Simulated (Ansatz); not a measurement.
# Geometry relaxation of Al (part 2 of 2)

Continued. System: Al (P-1, 1 atom in the cell). Method: DFT r2SCAN, scalar-relativistic, plane waves, PAW, no spin polarisation (Ansatz 0.2.0); cutoff 500 eV, 14×14×14 k-mesh, Gaussian smearing of 0.15 eV. The structure derives from a Materials Project entry. It belongs to a series of runs on one base structure; here: cell sheared at random, sigma 0.1, atoms nudged by 0.01 A; relaxed back.

Geometry of the input (Å; fractional positions):
```
-1.4918  1.4306  1.5790
1.7656  -1.3820  1.8042
1.5483  1.4385  -1.5304
Al 0.0000  0.0000  0.0000
```

### The program's output, continued
```
SCF iter   1: F=—  HF=-540.407116 eV  |F-HF|=—  |Δ(HF+E_count)|=         —  Δρ=5.05e-4  dr2=4.78e-5  dr2_τ=2.64e-6  ethr=1.64e-6  ⟨swp⟩=2.0  Hψ=78670  notcnv=0
preconditioner: auto → none  [metal: Δε(μ)=0.006 eV  Ē_g=14.469 eV  σ=0.150 eV  W_gap=0.02  n_scr=0 (ndim 8)  ℏωp=16.2 eV  f_vac=0.000  D(μ)=0.36/eV (n_scr^D=0)]
SCF iter   2: F=—  HF=-540.407106 eV  |F-HF|=—  |Δ(HF+E_count)|=   9.06e-6  Δρ=2.22e-4  dr2=9.16e-6  dr2_τ=1.03e-8  ethr=1.59e-6  ⟨swp⟩=1.0  Hψ=8256  notcnv=0
SCF iter   3: F=-540.407104 eV  HF=-540.407104 eV  |F-HF|=3.42e-9  |Δ(HF+E_count)|=   2.75e-6  Δρ=5.93e-6  dr2=3.77e-9  dr2_τ=2.40e-10  ethr=3.33e-9  ⟨swp⟩=6.2  Hψ=34971  notcnv=0
SCF 8 converged in 3 iterations: F = -540.407104 eV  dr2 = 3.77e-9
relax step   8: F+E_penalty+E_count = -540.40710369 eV  Δ(F+E_penalty+E_count) = -4.399e-4 eV  max|allowed force component| = 0.000e0 eV/Å  Δτ_max = 0.0000 Å  P = -0.019 GPa  Ω = 15.859 Å³  energy of the carried Pulay correction = -4.781e-6 eV  (3 SCF iters, dr2 threshold 1.00e-7 eV, accepted)
Crystal: 1 atoms, lattice volume = 15.855 Å³
iter 1 solved again at ethr=1.04e-6 eV; its pass at ethr=3.10e-3 eV (dr2=3.12e-5 eV) is discarded
SCF iter   1: F=—  HF=-540.407207 eV  |F-HF|=—  |Δ(HF+E_count)|=         —  Δρ=3.98e-4  dr2=3.00e-5  dr2_τ=3.46e-7  ethr=1.04e-6  ⟨swp⟩=1.9  Hψ=77040  notcnv=0
preconditioner: auto → none  [metal: Δε(μ)=0.004 eV  Ē_g=14.482 eV  σ=0.150 eV  W_gap=0.01  n_scr=0 (ndim 8)  ℏωp=16.2 eV  f_vac=0.000  D(μ)=0.37/eV (n_scr^D=0)]
SCF iter   2: F=—  HF=-540.407201 eV  |F-HF|=—  |Δ(HF+E_count)|=   6.00e-6  Δρ=1.68e-4  dr2=5.31e-6  dr2_τ=1.12e-9  ethr=1.00e-6  ⟨swp⟩=1.0  Hψ=8256  notcnv=0
SCF iter   3: F=-540.407200 eV  HF=-540.407200 eV  |F-HF|=1.96e-9  |Δ(HF+E_count)|=   1.36e-6  Δρ=3.25e-6  dr2=6.43e-10  dr2_τ=1.29e-11  ethr=3.33e-9  ⟨swp⟩=5.8  Hψ=32911  notcnv=0
SCF 9 converged in 3 iterations: F = -540.407200 eV  dr2 = 6.43e-10
relax step   9: F+E_penalty+E_count = -540.40719965 eV  Δ(F+E_penalty+E_count) = -9.596e-5 eV  max|allowed force component| = 0.000e0 eV/Å  Δτ_max = 0.0000 Å  P = -0.008 GPa  Ω = 15.855 Å³  energy of the carried Pulay correction = -4.364e-6 eV  (3 SCF iters, dr2 threshold 1.00e-7 eV, accepted)
Basis set: ecut = 500 eV, 411 PW (Γ), exchange–correlation on 96×96×96 points (64 copies of the dense FFT grid, shifted against one another)
Initial wavefunctions: pseudopotential atomic-orbital guess (no wavefunctions were taken with the density)
iter 1 solved again at ethr=7.67e-9 eV; its pass at ethr=3.10e-3 eV (dr2=2.30e-7 eV) is discarded
SCF iter   1: F=—  HF=-540.408030 eV  |F-HF|=—  |Δ(HF+E_count)|=         —  Δρ=1.23e-4  dr2=2.12e-7  dr2_τ=5.42e-7  ethr=7.67e-9  ⟨swp⟩=3.2  Hψ=96492  notcnv=0
preconditioner: auto → none  [metal: Δε(μ)=0.005 eV  Ē_g=14.481 eV  σ=0.150 eV  W_gap=0.02  n_scr=0 (ndim 8)  ℏωp=16.2 eV  f_vac=0.000  D(μ)=0.37/eV (n_scr^D=0)]
SCF iter   2: F=—  HF=-540.408033 eV  |F-HF|=—  |Δ(HF+E_count)|=   3.40e-6  Δρ=6.28e-5  dr2=5.45e-8  dr2_τ=2.04e-8  ethr=7.06e-9  ⟨swp⟩=2.0  Hψ=10383  notcnv=0
SCF iter   3: F=—  HF=-540.408034 eV  |F-HF|=—  |Δ(HF+E_count)|=   9.85e-7  Δρ=1.90e-6  dr2=2.96e-10  dr2_τ=1.75e-11  ethr=1.82e-9  ⟨swp⟩=2.0  Hψ=10369  notcnv=0
SCF iter   4: F=-540.408034 eV  HF=-540.408034 eV  |F-HF|=1.78e-11  |Δ(HF+E_count)|=  9.11e-10  Δρ=2.05e-7  dr2=4.37e-12  dr2_τ=1.25e-12  ethr=1.33e-12  ⟨swp⟩=5.5  Hψ=28058  notcnv=0
SCF 10 converged in 4 iterations: F = -540.408034 eV  dr2 = 4.37e-12
relax step  10: F+E_penalty+E_count = -540.40803441 eV  Δ(F+E_penalty+E_count) = -8.348e-4 eV  max|allowed force component| = 0.000e0 eV/Å  Δτ_max = 0.0000 Å  P = +0.067 GPa  Ω = 15.855 Å³  stress off target by 1.83e-1 GPa  SCF on the basis re-selected at this cell (its energy is not comparable with the rows above)  (4 SCF iters)
basis re-selected at this cell: Δ(F+E_penalty+E_count) = -8.348e-4 eV, ΔP = +0.074 GPa vs the last step (what re-selecting the basis moved, of the pressure what is left beyond the Pulay correction that the steps carried, after the strain that the cell walked since its last selection, with what the two solves' SCF thresholds leave and, on support functions, any second-order correction that the steps lacked; it is no measure of the basis error at this ecutwfc). The dense FFT grid was sized anew with the basis: this SCF ran on 24×24×24 points, the steps before it on 20×24×20, so part of this shift can come from that change (see relax.cell in the input reference). This SCF's stress stands 1.83e-1 GPa from its target on what of the cell is left free (relax.cell.stress_tol is 1.00e-1 GPa) and its largest allowed force component is 0.00e0 eV/Å (relax.f_tol is 1.00e-2 eV/Å): not within both, so this SCF does not close the relaxation
Crystal: 1 atoms, lattice volume = 15.866 Å³
iter 1 solved again at ethr=1.73e-8 eV; its pass at ethr=3.10e-3 eV (dr2=5.20e-7 eV) is discarded
SCF iter   1: F=—  HF=-540.408047 eV  |F-HF|=—  |Δ(HF+E_count)|=         —  Δρ=5.55e-5  dr2=5.23e-7  dr2_τ=5.57e-8  ethr=1.73e-8  ⟨swp⟩=2.1  Hψ=77959  notcnv=0
preconditioner: auto → none  [metal: Δε(μ)=0.002 eV  Ē_g=14.476 eV  σ=0.150 eV  W_gap=0.01  n_scr=0 (ndim 8)  ℏωp=16.1 eV  f_vac=0.000  D(μ)=0.37/eV (n_scr^D=0)]
SCF iter   2: F=—  HF=-540.408047 eV  |F-HF|=—  |Δ(HF+E_count)|=   7.66e-8  Δρ=2.57e-5  dr2=1.07e-7  dr2_τ=2.73e-10  ethr=1.73e-8  ⟨swp⟩=1.0  Hψ=8256  notcnv=0
SCF iter   3: F=-540.408046 eV  HF=-540.408046 eV  |F-HF|=1.53e-10  |Δ(HF+E_count)|=   2.28e-8  Δρ=1.28e-6  dr2=1.53e-10  dr2_τ=5.32e-12  ethr=2.78e-9  ⟨swp⟩=6.3  Hψ=27373  notcnv=0
SCF 11 converged in 3 iterations: F = -540.408046 eV  dr2 = 1.53e-10
relax step  11: F+E_penalty+E_count = -540.40804649 eV  Δ(F+E_penalty+E_count) = -1.207e-5 eV  max|allowed force component| = 0.000e0 eV/Å  Δτ_max = 0.0000 Å  P = -0.000 GPa  Ω = 15.866 Å³  energy of the carried Pulay correction = -2.386e-7 eV  (3 SCF iters, dr2 threshold 8.34e-8 eV, accepted)
iter 1 solved again at ethr=5.10e-10 eV; its pass at ethr=3.10e-3 eV (dr2=1.53e-8 eV) is discarded
SCF iter   1: F=—  HF=-540.408047 eV  |F-HF|=—  |Δ(HF+E_count)|=         —  Δρ=2.25e-6  dr2=1.65e-10  dr2_τ=8.24e-12  ethr=5.10e-10  ⟨swp⟩=3.3  Hψ=98859  notcnv=0
preconditioner: auto → none  [metal: Δε(μ)=0.002 eV  Ē_g=14.475 eV  σ=0.150 eV  W_gap=0.01  n_scr=0 (ndim 8)  ℏωp=16.1 eV  f_vac=0.000  D(μ)=0.37/eV (n_scr^D=0)]
SCF iter   2: F=-540.408047 eV  HF=-540.408047 eV  |F-HF|=3.74e-10  |Δ(HF+E_count)|=   1.13e-9  Δρ=1.12e-6  dr2=3.61e-11  dr2_τ=6.19e-12  ethr=1.33e-12  ⟨swp⟩=4.2  Hψ=38340  notcnv=0
SCF 12 converged in 2 iterations: F = -540.408047 eV  dr2 = 3.61e-11
relax step  12: F+E_penalty+E_count = -540.40804654 eV  Δ(F+E_penalty+E_count) = -5.669e-8 eV  max|allowed force component| = 0.000e0 eV/Å  Δτ_max = 0.0000 Å  P = -0.000 GPa  Ω = 15.866 Å³  stress off target by 2.93e-2 GPa  SCF on the basis re-selected at this cell (its energy is not comparable with the rows above)  (2 SCF iters)
```

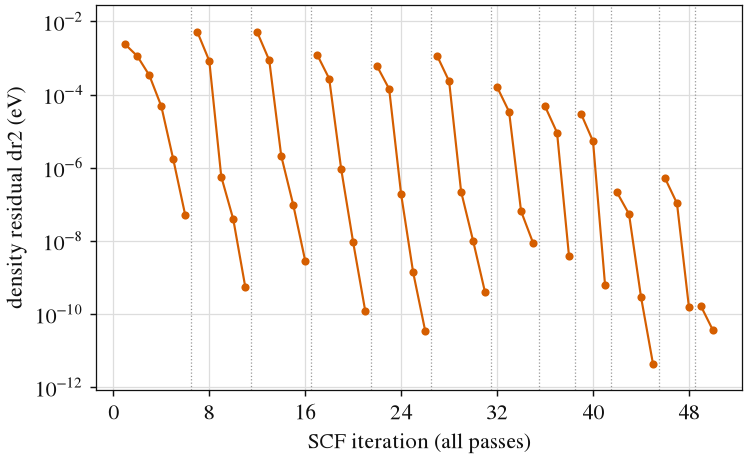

Fig. 1: Convergence of the self-consistent field: density residual dr2 against the SCF iteration. The dotted lines part the SCF passes of the relaxation: geometry steps, rejected trials and re-solves on a re-selected basis. The 12 passes take 2 to 6 iterations each, 50 in all.

```
basis re-selected at this cell: Δ(F+E_penalty+E_count) = -5.669e-8 eV, ΔP = -0.000 GPa vs the last step (what re-selecting the basis moved, of the pressure what is left beyond the Pulay correction that the steps carried, after the strain that the cell walked since its last selection, with what the two solves' SCF thresholds leave and, on support functions, any second-order correction that the steps lacked; it is no measure of the basis error at this ecutwfc). This SCF's stress stands 2.93e-2 GPa from its target on what of the cell is left free (relax.cell.stress_tol is 1.00e-1 GPa) and its largest allowed force component is 0.00e0 eV/Å (relax.f_tol is 1.00e-2 eV/Å): within both
SCF converged after 2 iterations
Free energy (F): -540.408047 eV
Harris-Foulkes:  -540.408047 eV  (|F-HF|=3.74e-10)
Internal energy: -540.403894 eV  (E = F + TS)
E sigma→0 (E₀):  -540.405970 eV
Entropy (-TS):   -0.004152 eV (-4.152 meV/atom)
Fermi energy:    8.365148 eV
--- Per-component energies (eV) ---
  E_band       = 10.684429
  E_kinetic    = 23.600081
  E_local      = 10.886429  (includes V_loc(G=0)·N_el)
  E_nonlocal   = 9.583232
  E_hartree    = 0.126369
  E_xc         = -36.938781
  E_vxc        = -31.450142  (∫ρ·V_xc dr)
  E_paw        = -473.119424  (= ΣΔE_a)
  E_vpaw       = -3.414038  (= ΣTr[D̂ρ^β])
  E_aug_tail   = -0.000001  (compensation charges beyond the density's cutoff)
  E_vtau       = 1.226130  (kinetic-family band-sum trace: ∫τ·v_τ [+ j·A + Jᵃ·Aᵃ] dr)
  E_ewald      = -74.481692
  E_core_change = -0.060108  (= ΣΔE_core)
  E_smearing   = -0.004152  (= −TS)
  E_closure    = 0.000000  (closes the sum)
  Σ components = -540.408047   (vs F -540.408047, Δ=0.00e0)
--- Forces (eV/Å), atoms counted from 1 ---
  atom   1  Al     0.00000000     0.00000000     0.00000000
  max |Σ_I F_I| component: 0.00e0 eV/Å
--- Stress (GPa, compression-positive) ---
        0.005691      -0.000702       0.009809
       -0.000702       0.019277      -0.003284
        0.009809      -0.003284      -0.026369
  P = ⅓ Tr σ = -0.0005 GPa (-0.005 kbar)
--- Band table (eV; the first three rows and the last of 1376) ---
  k-point 0: bands = ["-3.7307", "21.8585", "21.9020", "21.9111", "24.1378", "24.1873"]
  k-point 1: bands = ["-3.5293", "20.5333", "20.5777", "20.6541", "23.6985", "25.7776"]
  k-point 2: bands = ["-2.9270", "18.7193", "18.7768", "18.8159", "22.5253", "23.3301"]
  k-point 1375: bands = ["5.1228", "6.7140", "13.8603", "14.5758", "14.6126", "18.7006"]
--- Relaxed structure (10 steps of the walk, 10 accepted, 2 SCFs on fresh bases) ---
  F+E_penalty+E_count = -540.40804654 eV   max|allowed force component| = 0.000e0 eV/Å   (the final SCF, on the basis selected at the relaxed cell)
  cell:  # Å, volume = 15.8658 Å³
    - [-1.4397075624594227, 1.4045988880871323, 1.97980526023594]
    - [1.3815563932651522, -1.4142236028199215, 2.0095573540034883]
    - [1.4396566663476986, 1.4142162653699193, -1.9721346541909428]
  atoms:
    - { symbol: Al, position: [0.0, 0.0, 0.0] }
```

### Trajectory as extended XYZ (Å, eV, eV/Å), 12 frames, from step=1 to step=12
```
1
Lattice="-1.4918 1.4306 1.5790 1.7656 -1.3820 1.8042 1.5483 1.4385 -1.5304" Properties=species:S:1:pos:R:3:forces:R:3 step=1 energy=-540.22788 pressure_GPa=4.76
Al    0.0000    0.0000    0.0000    0.0000   0.0000   0.0000
1
Lattice="-1.5721 1.4262 1.6487 1.7064 -1.4123 1.7694 1.5980 1.4329 -1.6288" Properties=species:S:1:pos:R:3:forces:R:3 step=2 energy=-540.29803 pressure_GPa=1.52
Al    0.0000    0.0000    0.0000    0.0000   0.0000   0.0000
1
Lattice="-1.5979 1.4083 1.7448 1.6039 -1.4103 1.7674 1.6109 1.4178 -1.7376" Properties=species:S:1:pos:R:3:forces:R:3 step=3 energy=-540.33511 pressure_GPa=1.61
Al    0.0000    0.0000    0.0000    0.0000   0.0000   0.0000
1
Lattice="-1.5833 1.4152 1.8352 1.5336 -1.4266 1.8294 1.5793 1.4166 -1.8335" Properties=species:S:1:pos:R:3:forces:R:3 step=4 energy=-540.36148 pressure_GPa=0.03
Al    0.0000    0.0000    0.0000    0.0000   0.0000   0.0000
1
Lattice="-1.5218 1.4134 1.9174 1.4486 -1.4222 1.9094 1.5223 1.4208 -1.9119" Properties=species:S:1:pos:R:3:forces:R:3 step=5 energy=-540.39428 pressure_GPa=-0.64
Al    0.0000    0.0000    0.0000    0.0000   0.0000   0.0000
1
Lattice="-1.4649 1.4200 1.9672 1.3545 -1.4322 1.9442 1.4573 1.4247 -1.9634" Properties=species:S:1:pos:R:3:forces:R:3 step=6 energy=-540.40296 pressure_GPa=1.67
Al    0.0000    0.0000    0.0000    0.0000   0.0000   0.0000
1
Lattice="-1.4502 1.4115 1.9920 1.3654 -1.4217 1.9973 1.4520 1.4246 -1.9857" Properties=species:S:1:pos:R:3:forces:R:3 step=7 energy=-540.40666 pressure_GPa=-0.43
Al    0.0000    0.0000    0.0000    0.0000   0.0000   0.0000
1
Lattice="-1.4451 1.4083 1.9815 1.3749 -1.4177 1.9990 1.4446 1.4175 -1.9740" Properties=species:S:1:pos:R:3:forces:R:3 step=8 energy=-540.40710 pressure_GPa=-0.02
Al    0.0000    0.0000    0.0000    0.0000   0.0000   0.0000
1
Lattice="-1.4410 1.4052 1.9775 1.3819 -1.4143 2.0055 1.4410 1.4144 -1.9696" Properties=species:S:1:pos:R:3:forces:R:3 step=9 energy=-540.40720 pressure_GPa=-0.01
Al    0.0000    0.0000    0.0000    0.0000   0.0000   0.0000
1
Lattice="-1.4410 1.4052 1.9775 1.3819 -1.4143 2.0055 1.4410 1.4144 -1.9696" Properties=species:S:1:pos:R:3:forces:R:3 step=10 energy=-540.40803 pressure_GPa=0.07
Al    0.0000    0.0000    0.0000    0.0000   0.0000   0.0000
1
Lattice="-1.4397 1.4046 1.9798 1.3816 -1.4142 2.0096 1.4397 1.4142 -1.9721" Properties=species:S:1:pos:R:3:forces:R:3 step=11 energy=-540.40805 pressure_GPa=-0.00
Al    0.0000    0.0000    0.0000    0.0000   0.0000   0.0000
1
Lattice="-1.4397 1.4046 1.9798 1.3816 -1.4142 2.0096 1.4397 1.4142 -1.9721" Properties=species:S:1:pos:R:3:forces:R:3 step=12 energy=-540.40805 pressure_GPa=-0.00
Al    0.0000    0.0000    0.0000    0.0000   0.0000   0.0000
```

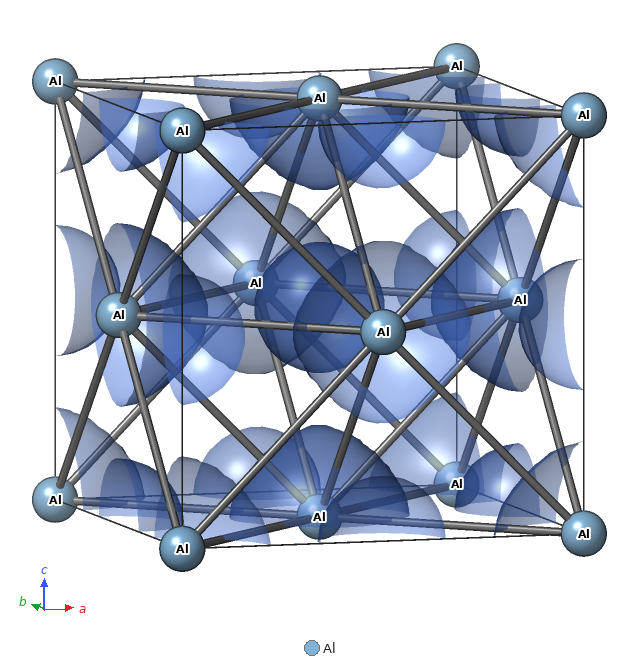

Fig. 2: Isosurface of the ELF at 0.4 (blue), seen slightly off an axis. Core shells and regions of very low density are left out. Sticks mark near contacts. The outline is the cell set on symmetry axes. Profiles from the grid: Al–Al (2.82 Å): the ELF peaks at about 0.65 between the atoms. In a PAW calculation such maps are meaningful between the atoms, not at the nuclei.

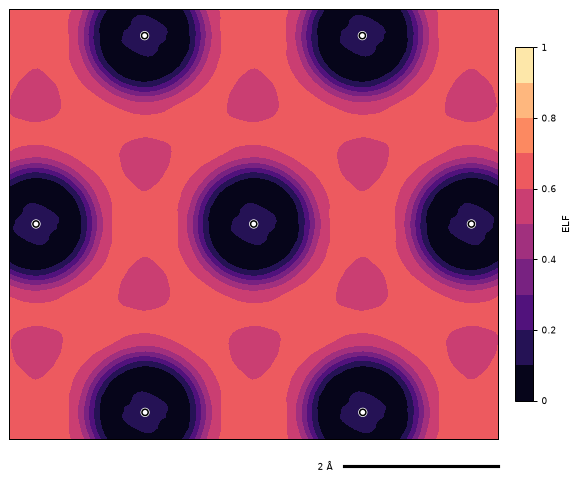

Fig. 3: Electron localisation function on the (111) plane of the conventional cell. Circles mark the nuclei in the plane (Al). Atoms in the plane: Al. Al–Al (2.82 Å): the ELF peaks at about 0.65 between the atoms.

### Results in brief

```tsv
quantity	value
outcome	converged
space group (tolerance 0.01 Å)	P-1 (2) → Fm-3m (225)
electrons treated	3
free energy	−540.4080 eV
Fermi energy	8.365 eV
gap on the k-point mesh	none (metallic)
pressure	0.00 GPa
final volume	15.87 Å³
largest force (length of the vector) at the end	under 0.001 eV/Å
final cell	a = 2.822 Å, b = 2.819 Å, c = 2.822 Å, α = 119.97°, β = 120.07°, γ = 89.98°
hardware	1 thread of Oxide Virtual Turin-like (Zen 5), 32 GiB of memory available, shared host
wall time	3.1 min
peak memory	0.63 GiB
```
